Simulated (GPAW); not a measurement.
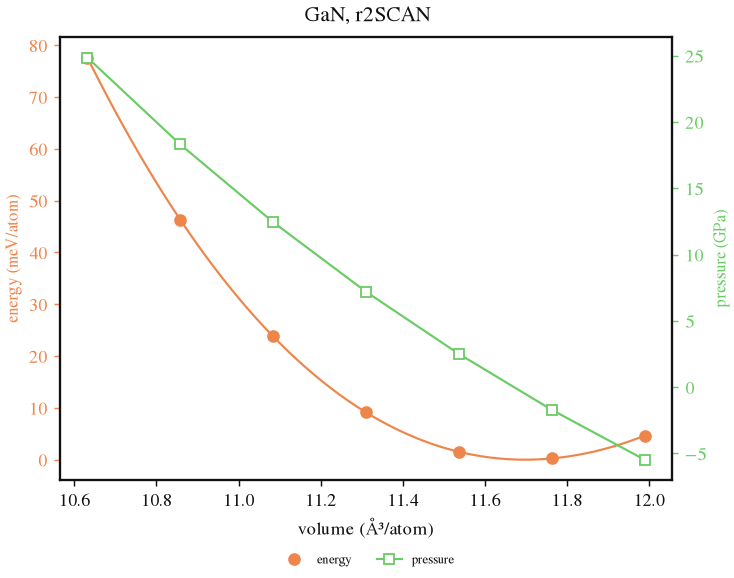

The figure shows the energy and pressure against volume for GaN, space group P6_3mc (No. 186).

Cell as given: a = 3.180 Å, b = 3.180 Å, c = 5.166 Å, α = 90.00°, β = 90.00°, γ = 120.00°; 4 atoms.

Computed with GPAW 26.7.0: PAW DFT in plane waves, on a grid or in atomic orbitals, no spin polarisation; energies at scaled volumes of the given cell, shape and fractions fixed, counted from the fit's minimum, third-order Birch-Murnaghan fit. Level: r2SCAN.

| setting | value |
| --- | --- |
| k mesh | 8×8×4 |
| occupations | Fermi–Dirac |
| smearing width | 0.05 eV |
| potentials | GPAW PAW data sets (gpaw data 1.2.1) |
| wave cutoff | 800 eV |
| program settings | basis pw |

The numbers behind the figure:

```
volume (Å³/atom)  energy (meV/atom)  pressure (GPa)
           10.63              77.60           24.86
           10.86              46.30           18.31
           11.08              23.79           12.45
           11.31               9.12            7.20
           11.54               1.52            2.51
           11.76               0.25           -1.71
           11.99               4.63           -5.47
```

Caveats: shape and atomic fractions are frozen while scaling, which makes layered, chain and framework solids too stiff.
